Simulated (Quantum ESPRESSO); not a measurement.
# MgTe: workfunction calculation (part 2 of 2)

MgTe (slab, 6 atoms in the cell); Kohn-Sham DFT of a periodic cell, PBE, SSSP 1.3 efficiency PBE (Quantum ESPRESSO 7.5); cutoff 748.31 eV, 7×7×1 k-mesh, fermi-dirac of 0.05 eV. The structure derives from a Materials Project entry. The run did not end well.

Geometry of the input (Å; fractional positions):
```
4.5707  0.0000  0.0000
-2.2854  3.9584  0.0000
0.0000  0.0000  23.3970
Te 0.0000  0.0000  0.3206
Mg 0.3333  0.6667  0.3604
Te 0.3333  0.6667  0.4801
Mg 0.6667  0.3333  0.5199
Te 0.6667  0.3333  0.6396
Mg 0.0000  0.0000  0.6794
```

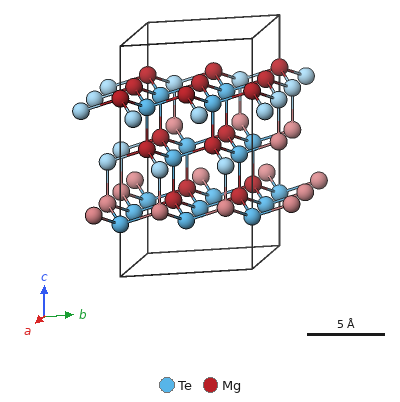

Figure 1. The structure as given in the input (ball-and-stick view of the 2 × 2 repeat of the cell, with the vacuum cut short, seen slightly off an axis; neighbours outside the cell are drawn fainter).

**What the program printed, continued**
```
     Computed dipole along edir(3) :
        Dipole                0.6875 Ry au,          1.7475 Debye
        Dipole field          0.0030 Ry au,

        Potential amp.       -0.2560 Ry
        Total length         42.3260 bohr

     total energy              =    -180.59682364 Ry
     estimated scf accuracy    <       1.20327777 Ry

     iteration #  8     ecut=    55.00 Ry     beta= 0.30
     Davidson diagonalization with overlap
     ethr =  9.55E-05,  avg # of iterations =  1.0

     Adding external electric field

     Computed dipole along edir(3) :
        Dipole                0.6244 Ry au,          1.5871 Debye
        Dipole field          0.0027 Ry au,

        Potential amp.       -0.2325 Ry
        Total length         42.3260 bohr

     total energy              =    -180.59926283 Ry
     estimated scf accuracy    <       0.04670478 Ry

     iteration #  9     ecut=    55.00 Ry     beta= 0.30
     Davidson diagonalization with overlap
     ethr =  9.55E-05,  avg # of iterations =  1.2

     Adding external electric field

     Computed dipole along edir(3) :
        Dipole                0.6595 Ry au,          1.6763 Debye
        Dipole field          0.0029 Ry au,

        Potential amp.       -0.2456 Ry
        Total length         42.3260 bohr

     total energy              =    -180.60252590 Ry
     estimated scf accuracy    <       0.09013754 Ry

     iteration # 10     ecut=    55.00 Ry     beta= 0.30
     Davidson diagonalization with overlap
     ethr =  9.55E-05,  avg # of iterations =  1.0

     Adding external electric field

     Computed dipole along edir(3) :
        Dipole                0.6631 Ry au,          1.6855 Debye
        Dipole field          0.0029 Ry au,

        Potential amp.       -0.2469 Ry
        Total length         42.3260 bohr

     total energy              =    -180.60279730 Ry
     estimated scf accuracy    <       0.04349995 Ry

     iteration # 11     ecut=    55.00 Ry     beta= 0.30
     Davidson diagonalization with overlap
     ethr =  9.55E-05,  avg # of iterations =  1.0

     Adding external electric field

     Computed dipole along edir(3) :
        Dipole                0.6941 Ry au,          1.7644 Debye
        Dipole field          0.0031 Ry au,

        Potential amp.       -0.2585 Ry
        Total length         42.3260 bohr

     total energy              =    -180.60160449 Ry
     estimated scf accuracy    <       0.04529684 Ry

     iteration # 12     ecut=    55.00 Ry     beta= 0.30
     Davidson diagonalization with overlap
     ethr =  9.55E-05,  avg # of iterations =  1.0

     Adding external electric field

     Computed dipole along edir(3) :
        Dipole                0.6886 Ry au,          1.7503 Debye
        Dipole field          0.0030 Ry au,

        Potential amp.       -0.2564 Ry
        Total length         42.3260 bohr

     total energy              =    -180.60210357 Ry
     estimated scf accuracy    <       0.00220474 Ry

     iteration # 13     ecut=    55.00 Ry     beta= 0.30
     Davidson diagonalization with overlap
     ethr =  9.19E-06,  avg # of iterations =  2.5

     Adding external electric field

     Computed dipole along edir(3) :
        Dipole                0.6949 Ry au,          1.7663 Debye
        Dipole field          0.0031 Ry au,

        Potential amp.       -0.2588 Ry
        Total length         42.3260 bohr

     total energy              =    -180.60206299 Ry
     estimated scf accuracy    <       0.01092033 Ry

     iteration # 14     ecut=    55.00 Ry     beta= 0.30
     Davidson diagonalization with overlap
     ethr =  9.19E-06,  avg # of iterations =  1.0

     Adding external electric field

     Computed dipole along edir(3) :
        Dipole                0.6953 Ry au,          1.7673 Debye
        Dipole field          0.0031 Ry au,

        Potential amp.       -0.2589 Ry
        Total length         42.3260 bohr

     total energy              =    -180.60203980 Ry
     estimated scf accuracy    <       0.00417677 Ry

     iteration # 15     ecut=    55.00 Ry     beta= 0.30
     Davidson diagonalization with overlap
     ethr =  9.19E-06,  avg # of iterations =  1.2

     Adding external electric field

     Computed dipole along edir(3) :
        Dipole                0.6943 Ry au,          1.7648 Debye
        Dipole field          0.0031 Ry au,

        Potential amp.       -0.2586 Ry
        Total length         42.3260 bohr

     total energy              =    -180.60201578 Ry
     estimated scf accuracy    <       0.00246863 Ry

     iteration # 16     ecut=    55.00 Ry     beta= 0.30
     Davidson diagonalization with overlap
     ethr =  9.19E-06,  avg # of iterations =  1.0

     Adding external electric field

     Computed dipole along edir(3) :
        Dipole                0.6918 Ry au,          1.7585 Debye
        Dipole field          0.0030 Ry au,

        Potential amp.       -0.2576 Ry
        Total length         42.3260 bohr

     total energy              =    -180.60204674 Ry
     estimated scf accuracy    <       0.00032404 Ry

     iteration # 17     ecut=    55.00 Ry     beta= 0.30
     Davidson diagonalization with overlap
     c_bands:  1 eigenvalues not converged
     ethr =  1.35E-06,  avg # of iterations =  5.0

     Adding external electric field

     Computed dipole along edir(3) :
        Dipole                0.6958 Ry au,          1.7684 Debye
        Dipole field          0.0031 Ry au,

        Potential amp.       -0.2591 Ry
        Total length         42.3260 bohr

     total energy              =    -180.60206499 Ry
     estimated scf accuracy    <       0.00120758 Ry

     iteration # 18     ecut=    55.00 Ry     beta= 0.30
     Davidson diagonalization with overlap
     ethr =  1.35E-06,  avg # of iterations =  1.5

     Adding external electric field

     Computed dipole along edir(3) :
        Dipole                0.6970 Ry au,          1.7715 Debye
        Dipole field          0.0031 Ry au,

        Potential amp.       -0.2595 Ry
        Total length         42.3260 bohr

     total energy              =    -180.60207133 Ry
     estimated scf accuracy    <       0.00022196 Ry

     iteration # 19     ecut=    55.00 Ry     beta= 0.30
     Davidson diagonalization with overlap
     c_bands:  1 eigenvalues not converged
     ethr =  9.25E-07,  avg # of iterations =  3.5

     Adding external electric field

     Computed dipole along edir(3) :
        Dipole                0.6974 Ry au,          1.7725 Debye
        Dipole field          0.0031 Ry au,

        Potential amp.       -0.2597 Ry
        Total length         42.3260 bohr

     total energy              =    -180.60208731 Ry
     estimated scf accuracy    <       0.00000318 Ry

     iteration # 20     ecut=    55.00 Ry     beta= 0.30
     Davidson diagonalization with overlap
     ethr =  1.33E-08,  avg # of iterations = 11.9

     Adding external electric field

     Computed dipole along edir(3) :
        Dipole                0.6972 Ry au,          1.7722 Debye
        Dipole field          0.0031 Ry au,

        Potential amp.       -0.2596 Ry
        Total length         42.3260 bohr

     total energy              =    -180.60212815 Ry
     estimated scf accuracy    <       0.00000028 Ry

     iteration # 21     ecut=    55.00 Ry     beta= 0.30
     Davidson diagonalization with overlap
     ethr =  1.18E-09,  avg # of iterations =  5.0

     Adding external electric field

     Computed dipole along edir(3) :
        Dipole                0.6973 Ry au,          1.7723 Debye
        Dipole field          0.0031 Ry au,

        Potential amp.       -0.2596 Ry
        Total length         42.3260 bohr

     total energy              =    -180.60212864 Ry
     estimated scf accuracy    <       0.00000137 Ry

     iteration # 22     ecut=    55.00 Ry     beta= 0.30
     Davidson diagonalization with overlap
     ethr =  1.18E-09,  avg # of iterations =  1.0

     Adding external electric field

     Computed dipole along edir(3) :
        Dipole                0.6972 Ry au,          1.7721 Debye
        Dipole field          0.0031 Ry au,

        Potential amp.       -0.2596 Ry
        Total length         42.3260 bohr

     total energy              =    -180.60212821 Ry
     estimated scf accuracy    <       0.00000036 Ry

     iteration # 23     ecut=    55.00 Ry     beta= 0.30
     Davidson diagonalization with overlap
     ethr =  1.18E-09,  avg # of iterations =  1.0

     negative rho (up, down):  1.498E-06 0.000E+00

     Adding external electric field

     Computed dipole along edir(3) :
        Dipole                0.6972 Ry au,          1.7720 Debye
        Dipole field          0.0031 Ry au,

        Potential amp.       -0.2596 Ry
        Total length         42.3260 bohr

     total energy              =    -180.60212886 Ry
     estimated scf accuracy    <       0.00000056 Ry

     iteration # 24     ecut=    55.00 Ry     beta= 0.30
     Davidson diagonalization with overlap
     ethr =  1.18E-09,  avg # of iterations =  5.4

     negative rho (up, down):  1.224E-06 0.000E+00

     Adding external electric field

     Computed dipole along edir(3) :
        Dipole                0.6971 Ry au,          1.7717 Debye
        Dipole field          0.0031 Ry au,

        Potential amp.       -0.2596 Ry
        Total length         42.3260 bohr

     total energy              =    -180.60212878 Ry
     estimated scf accuracy    <       0.00000026 Ry

     iteration # 25     ecut=    55.00 Ry     beta= 0.30
     Davidson diagonalization with overlap
     ethr =  1.07E-09,  avg # of iterations =  1.5

     negative rho (up, down):  1.223E-06 0.000E+00

     Adding external electric field

     Computed dipole along edir(3) :
        Dipole                0.6971 Ry au,          1.7719 Debye
        Dipole field          0.0031 Ry au,

        Potential amp.       -0.2596 Ry
        Total length         42.3260 bohr

     total energy              =    -180.60212828 Ry
     estimated scf accuracy    <       0.00000015 Ry

     iteration # 26     ecut=    55.00 Ry     beta= 0.30
     Davidson diagonalization with overlap
```

**What the run reported**

- outcome: stopped at the time limit
- wall time: 11 min
- peak memory: 1.1 GiB

The run was cut off by its time limit, so the output is incomplete. Notes on the run: negative rho.
